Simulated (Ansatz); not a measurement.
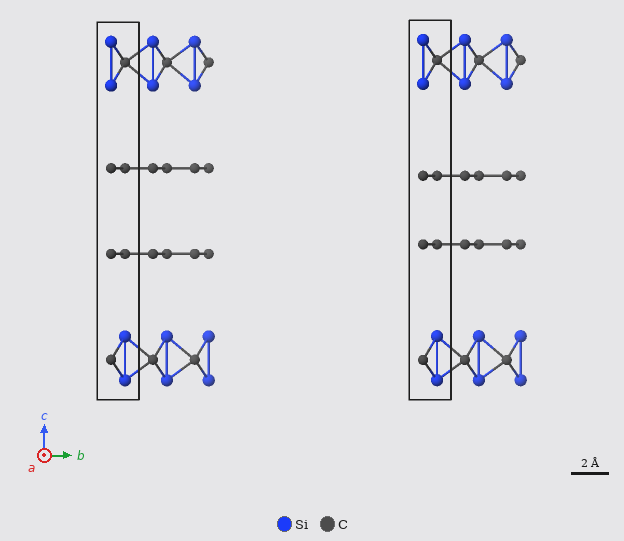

Two geometries of a crystal of Si2C3 (a generated structure, set up in P-3m1), drawn at one scale. One is the start of a relaxation, the other its converged end. The picture is a ball-and-stick view of the cell of the calculation, repeated 1 × 3 × 1 with one cell outlined, seen along the a axis.

These are results of DFT PBE, scalar-relativistic, plane waves, PAW (Ansatz 0.2.0), not measurements. (plane-wave cutoff 420 eV; k-point mesh 18 × 18 × 2; occupations gaussian; smearing width 0.1 eV; no spin polarisation; cell and atoms relaxed; force threshold 0.01 eV/Å; at most 80 steps)

Which one is relaxed?

The left one is the relaxed one. The largest moves relative to the cell, 0.48 Å, are those of C atoms. Si stays in place. The volume changes by −0.5 %, with a = b 2.662 → 2.663 Å (0.0 %), c 20.909 → 20.800 Å (−0.5 %). Near-neighbour distances that change, for instance: C–Si 2.019 → 2.001 Å, C–Si 1.898 → 1.910 Å, Si–Si 2.424 → 2.414 Å. The space group stays P-3m1 (No. 164). The energy falls by 2.1 meV per atom in 8 accepted moves (9 points after the start). The largest force component goes from 0.22 to 0.0014 eV/Å. The pressure goes from −0.04 to −0.01 GPa. At 1 point the geometry stayed and the basis and grid were re-selected for the new cell (energy shift of 0.1 meV per atom at most each time). The run took 5 min on 1 thread of Intel(R) Xeon(R) Processor @ 2.70GHz, with other jobs on the host, peak memory 0.54 GiB.
